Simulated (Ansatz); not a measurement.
# Run report: SiO₂, single-point calculation

- system: SiO₂ (6 atoms in the cell)
- method: DFT PBE+D3(BJ), scalar-relativistic, plane waves, PAW, no spin polarisation (Ansatz 0.2.0)

The structure derives from an entry of the Crystallography Open Database. Figures and captions count atoms from 1; the log counts them from 0 in places.

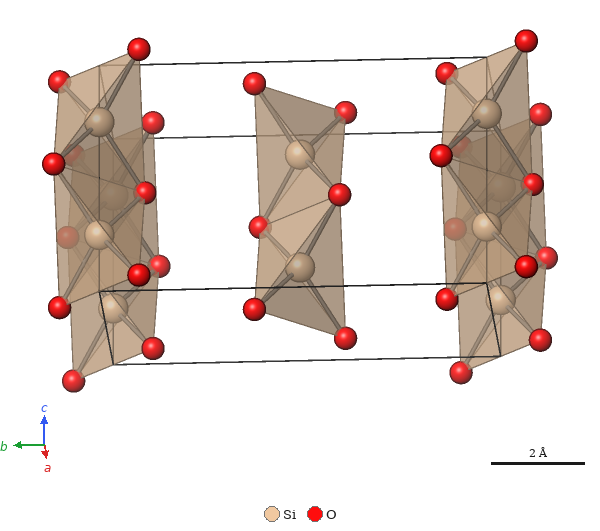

Fig. 1: The structure as given in the input (polyhedral view of the cell 2 times as large as that of the calculation, set on its symmetry axes, seen at an oblique angle; polyhedra are completed across the faces of the cell).

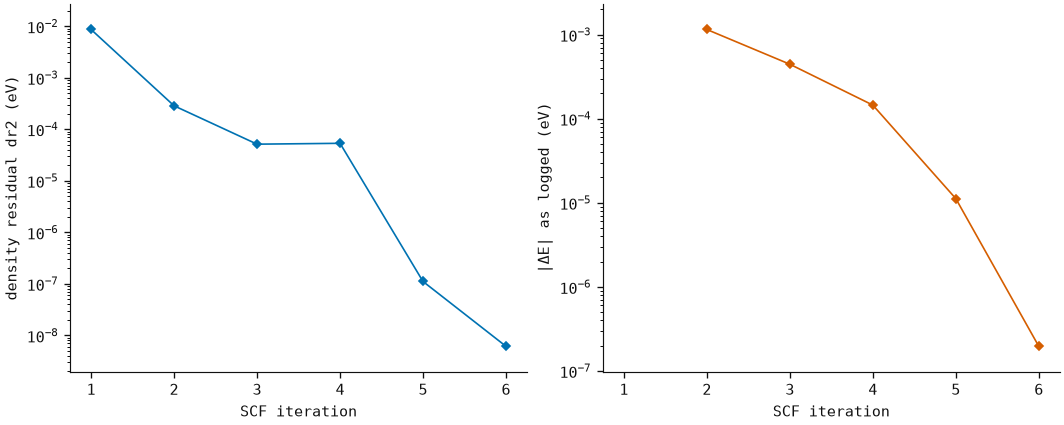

Fig. 2: Convergence of the self-consistent field: density residual dr2 and size of the energy change against the SCF iteration. The residual falls almost steadily, with no more than small rises.

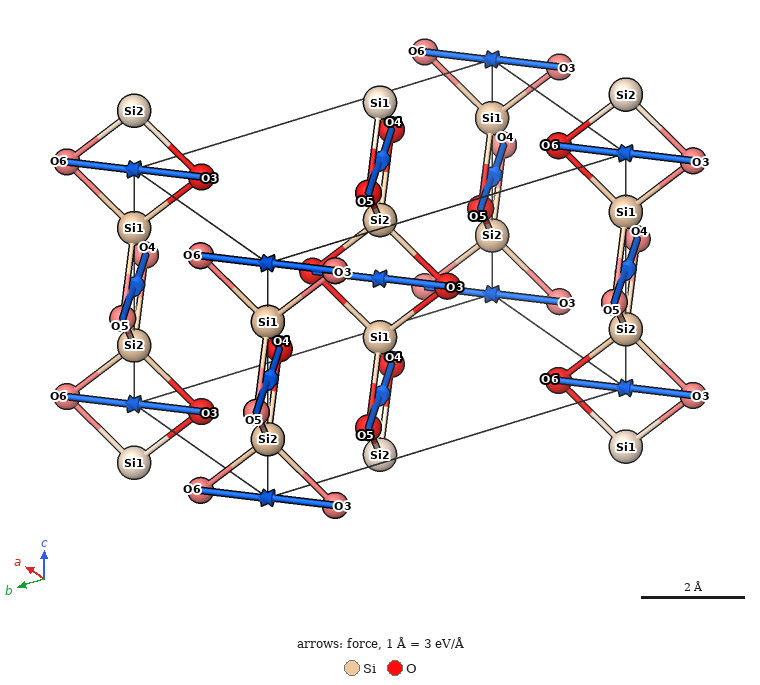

Fig. 3: Forces on the atoms as blue arrows (ball-and-stick view of the cell 2 times as large as that of the calculation, set on its symmetry axes, seen at an oblique angle; neighbours outside the cell are drawn fainter; atoms are numbered from 1 in the order of the input). The largest act on all 4 O atoms (4.68 eV/Å). The geometry is not a stationary point of this energy.

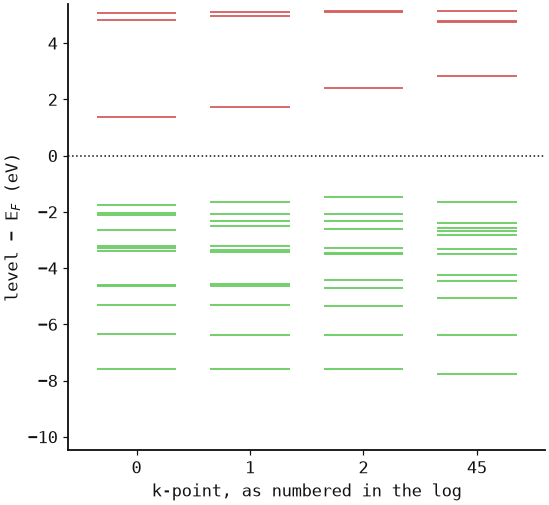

Fig. 4: Kohn–Sham levels near the Fermi level (dotted) at the few k-points that the log prints; levels within 0.02 eV of each other stand side by side. Among these points the highest filled and lowest empty levels are 2.85 eV apart; the gap on the full mesh, 2.77 eV, has an edge at a point that isn't printed.

The input that produced these results follows, with the program's output.

## Input
```yaml
crystal:
  lattice:
    - [-2.36, 4.18, 2.58]
    - [2.36, -4.18, 2.58]
    - [2.36, 4.18, -2.58]
  atoms:
    - { symbol: Si, position: [0.75, 0.75, 0.0] }
    - { symbol: Si, position: [0.25, 0.25, 0.0] }
    - { symbol: O, position: [0.89, 0.791, 0.681] }
    - { symbol: O, position: [0.39, 0.709, 0.099] }
    - { symbol: O, position: [0.61, 0.291, 0.901] }
    - { symbol: O, position: [0.11, 0.209, 0.319] }
basis:
  ecutwfc: 420
kpoints:
  mp_grid: { grid: [6, 6, 6] }
hamiltonian:
  xc: pbe
  dispersion: d3bj
scf:
  occupations: { method: gaussian, width: 0.1 }
output:
  forces: true
  stress: true
  eigenvalues: true
```

Launched with:
```bash
ansatz run input.yaml --threads 4 --pin off --max-ram 5120MiB --backend cpu --events-out ev --progress --plain --runs-dir out
```

## What the program printed
```
Engine: ansatz 0.2.0, x86_64-unknown-linux-gnu
Pseudopotentials: kind: paw
Pseudopotential: Si, paw, valence charge 4, recommended cutoff 420 eV (normal), Si.paw.azcp
Pseudopotential: O, paw, valence charge 6, recommended cutoff 420 eV (normal), O.paw.azcp
Functional definition: PBE
  parameter kappa = 0.804
  parameter beta = 0.06672455060314922
  exchange = pbe_x(kappa = kappa, mu = beta*pi^2/3)
  correlation = pbe_c(beta = beta)
Crystal: 6 atoms, lattice volume = 101.805 Å³
Basis set: ecut = 420 eV, 1971 PW (Γ), exchange–correlation on 80×80×80 points (8 copies of the dense FFT grid, shifted against one another)
Bands: 22, of which v1, the nominal top of the filled ones, is band 16 counted from 1 (15 counted from 0)
Symmetry: 8 space group operations
Space group: Ibam (ITA 72), of the structure as read, at distance tolerance 4.7e-5 Å
k-points: 46 of 216
Non-local potential: Si, projectors of the file, l = 0: 2, l = 1: 2, l = 2: 2
Non-local potential: O, projectors of the file, l = 0: 2, l = 1: 2, l = 2: 1
PAW form: soft (Blöchl's): semilocal exchange-correlation on the pseudo side does not see the compensation charge
PAW one-centre angular grid: Si, 110 points (default); XC on 64 Gauss nodes
PAW one-centre angular grid: O, 110 points (default); XC on 64 Gauss nodes
Initial density: superposition of atomic densities (neutral atoms: chi_scale 0, normalization atom), corrected by the library's trained network
Initial wavefunctions: pseudopotential atomic-orbital guess
Functional: x = pbe(κ = 0.804, μ = 0.2195149727645171), c = pbe(β = 0.06672455060314922)
SCF iter   1: F=—  HF=-3543.256962 eV  |F-HF|=—  |Δ(HF+E_count)|=         —  Δρ=2.82e-3  dr2=8.62e-3  ethr=1.77e-3  ⟨swp⟩=6.5  Hψ=5986  notcnv=0
preconditioner: auto → none  [insulator: Δε(μ)=2.778 eV  Ē_g=12.804 eV  σ=0.100 eV  W_gap=1.00  n_scr=14 (ndim 8)  ℏωp=20.8 eV  f_vac=0.136  D(μ)=0.00/eV (n_scr^D=0)  ε∞_Penn≈3.6]
SCF iter   2: F=—  HF=-3543.255817 eV  |F-HF|=—  |Δ(HF+E_count)|=   1.15e-3  Δρ=8.89e-4  dr2=2.85e-4  ethr=2.69e-5  ⟨swp⟩=2.0  Hψ=1926  notcnv=0
SCF iter   3: F=—  HF=-3543.256260 eV  |F-HF|=—  |Δ(HF+E_count)|=   4.44e-4  Δρ=3.75e-4  dr2=5.13e-5  ethr=8.89e-7  ⟨swp⟩=2.7  Hψ=1688  notcnv=0
automatic band count: iteration 3 solves 21 bands in place of 22: the levels show a gap, and the empty bands left out lie too high to hold charge; the band table lists the bands solved (type scf.n_extra_bands for more)
SCF iter   4: F=—  HF=-3543.256405 eV  |F-HF|=—  |Δ(HF+E_count)|=   1.45e-4  Δρ=2.43e-4  dr2=5.33e-5  ethr=1.60e-7  ⟨swp⟩=2.0  Hψ=1668  notcnv=0
SCF iter   5: F=—  HF=-3543.256394 eV  |F-HF|=—  |Δ(HF+E_count)|=   1.12e-5  Δρ=1.58e-5  dr2=1.11e-7  ethr=1.60e-7  ⟨swp⟩=2.0  Hψ=1421  notcnv=0
SCF iter   6: F=-3543.256394 eV  HF=-3543.256394 eV  |F-HF|=1.69e-9  |Δ(HF+E_count)|=   1.96e-7  Δρ=2.92e-6  dr2=6.13e-9  ethr=3.13e-10  ⟨swp⟩=8.4  Hψ=4455  notcnv=0
SCF 1 converged in 6 iterations: F = -3543.256394 eV  dr2 = 6.13e-9
  greatest PAW one-centre occupation: 0.870 electrons in one spin orbital (limit 2), on the O atom at site 4 (counted from 0), in its partial waves of l = 0
SCF converged after 6 iterations
Free energy (F): -3543.256394 eV
Harris-Foulkes:  -3543.256394 eV  (|F-HF|=1.69e-9)
Internal energy: -3543.256394 eV  (E = F + TS)
E sigma→0 (E₀):  -3543.256394 eV
Fermi energy:    1.724584 eV
--- Per-component energies (eV) ---
  E_band       = -184.782122
  E_kinetic    = 764.983256
  E_local      = -1997.432944  (includes V_loc(G=0)·N_el)
  E_nonlocal   = 233.204196
  E_hartree    = 710.093767
  E_xc         = -400.049300
  E_vxc        = -462.882151  (∫ρ·V_xc dr)
  E_paw        = -1653.124195  (= ΣΔE_a)
  E_vpaw       = -142.852813  (= ΣTr[D̂ρ^β])
  E_aug_tail   = 0.009410  (compensation charges beyond the density's cutoff)
  E_ewald      = -1200.339324
  E_disp       = -0.601260  (pairwise vdW)
  E_smearing   = -0.000000  (= −TS)
  E_closure    = -0.000000  (closes the sum)
  Σ components = -3543.256394   (vs F -3543.256394, Δ=0.00e0)
--- Forces (eV/Å), atoms counted from 1 ---
  atom   1  Si     0.00000000     0.00000000     0.00000000
  atom   2  Si     0.00000000     0.00000000     0.00000000
  atom   3  O      3.47568239     3.12940991     0.00000000
  atom   4  O     -3.47568239     3.12940991     0.00000000
  atom   5  O      3.47568239    -3.12940991     0.00000000
  atom   6  O     -3.47568239    -3.12940991     0.00000000
  max |Σ_I F_I| component: 8.88e-16 eV/Å
--- Stress (GPa, compression-positive) ---
      -22.121947       0.000000       0.000000
        0.000000     -19.506620       0.000000
        0.000000       0.000000     -38.058042
  P = ⅓ Tr σ = -26.5622 GPa (-265.622 kbar)
--- Band table (eV; the first three rows and the last of 46) ---
  k-point 0: bands = ["-17.6098", "-16.5714", "-16.0135", "-15.9165", "-5.8509", "-4.6380", "-3.5757", "-2.9079", "-2.8641", "-1.6745", "-1.5739", "-1.4852", "-0.9112", "-0.3745", "-0.3267", "-0.0334", "3.1096", "6.5554", "6.8073", "7.4555", "8.6081"]
  k-point 1: bands = ["-17.5824", "-16.5712", "-16.0294", "-15.9360", "-5.8514", "-4.6445", "-3.5935", "-2.9135", "-2.8381", "-1.6969", "-1.6262", "-1.5069", "-0.7979", "-0.5947", "-0.3493", "0.0861", "3.4615", "6.6722", "6.8283", "7.3487", "8.5790"]
  k-point 2: bands = ["-17.5246", "-16.5695", "-16.0680", "-15.9727", "-5.8513", "-4.6451", "-3.6257", "-2.9999", "-2.6993", "-1.7738", "-1.7513", "-1.5710", "-0.8775", "-0.5853", "-0.3408", "0.2611", "4.1314", "6.8179", "6.8698", "7.1645", "8.5169"]
  k-point 45: bands = ["-17.4943", "-16.6105", "-16.0510", "-15.9987", "-6.0568", "-4.6745", "-3.3377", "-2.7330", "-2.5352", "-1.7912", "-1.5912", "-1.0949", "-0.9702", "-0.8617", "-0.6599", "0.0719", "4.5686", "6.4896", "6.5170", "6.8772", "7.3493"]
```

## Summary

| quantity | value |
| --- | --- |
| outcome | converged |
| space group (tolerance 0.01 Å) | Ibam (72) |
| electrons treated | 32 |
| free energy | −3543.2564 eV |
| Fermi energy | 1.725 eV |
| gap on the k-point mesh | 2.77 eV |
| pressure | −26.56 GPa |
| largest force (length of the vector) | 4.677 eV/Å |
| hardware | 4 threads of Intel Xeon @ 2.90GHz (Ice Lake), 128 GiB of memory available, shared host |
| wall time | 3.2 s (CPU time 6.9 s) |
| peak memory | 0.47 GiB |
